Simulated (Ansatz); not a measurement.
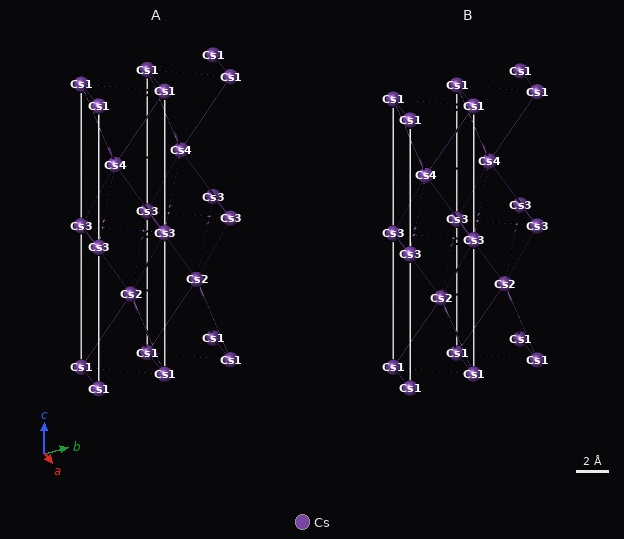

Two geometries of crystalline Cs (set up in P6_3/mmc), drawn at one scale. One is the start of a relaxation, the other its converged end. The picture is a ball-and-stick view of the cell of the calculation, repeated 1 × 2 × 1 with one cell outlined, seen slightly off an axis.

Computed with DFT PBEsol, scalar-relativistic, plane waves, PAW in Ansatz 0.2.0. Set-up: plane-wave cutoff 420 eV; k-point mesh 12 × 12 × 4; occupations gaussian; smearing width 0.1 eV; no spin polarisation; cell and atoms relaxed; force threshold 0.005 eV/Å; at most 80 steps.

Question: Which geometry has the lower energy?

Answer: Structure B is the relaxed one. The atoms keep their places relative to the cell (all moves are under 0.005 Å). The volume changes by −11.9 %, with a = b 5.566 → 5.367 Å (−3.6 %), c 18.522 → 17.546 Å (−5.3 %). Near-neighbour distances that change, for instance: Cs1–Cs2 5.636 → 5.370 Å, Cs1–Cs1 5.566 → 5.367 Å. The space group stays P6_3/mmc (No. 194). Over 2 accepted moves (3 points after the start) the energy falls by 11.4 meV per atom. All forces vanish by symmetry, so only the cell relaxes. The pressure goes from −0.21 to 0.00 GPa. The SCF was repeated once at an unchanged geometry on a basis and grid sized afresh for the cell, which shifted the energy by less than 0.05 meV per atom at most.
